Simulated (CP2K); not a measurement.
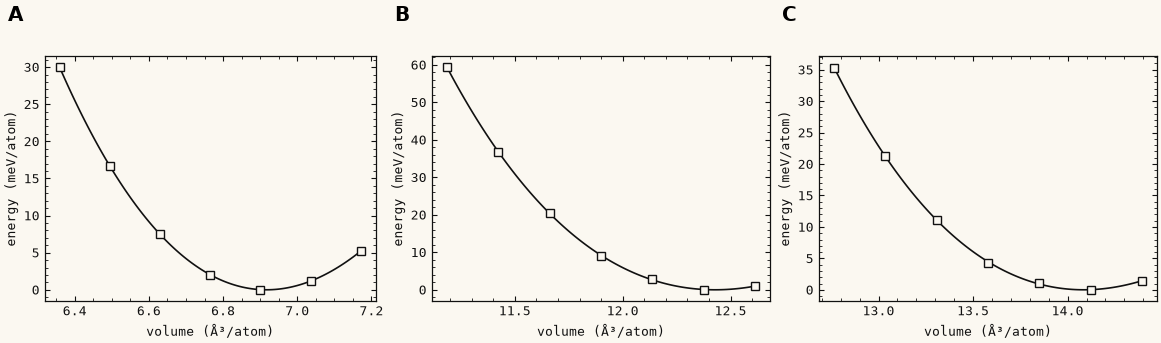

Each panel shows the energy against volume for one of these solids: Be₂C, Fm-3m (No. 225); CaF₂, Fm-3m (No. 225); ZnO, P6_3mc (No. 186).

Calculation (CP2K 2026.2): DFT in Gaussian orbitals with a plane-wave density, no spin polarisation; energies at scaled volumes of the given cell, shape and fractions fixed, counted from the fit's minimum, third-order Birch-Murnaghan fit. Level: PBE.

Match the panels to the solids.

A is Be₂C (energy from 0.02 meV/atom to 29.97 meV/atom, V0 6.917 Å³/atom, B0 189 GPa); B is ZnO (energy from 0.04 meV/atom to 59.31 meV/atom, V0 12.43 Å³/atom, B0 118 GPa); C is CaF₂ (energy from 0.03 meV/atom to 35.34 meV/atom, V0 14.09 Å³/atom, B0 72 GPa).

For ZnO, limits of the calculation: shape and atomic fractions are frozen while scaling, which makes layered, chain and framework solids too stiff.
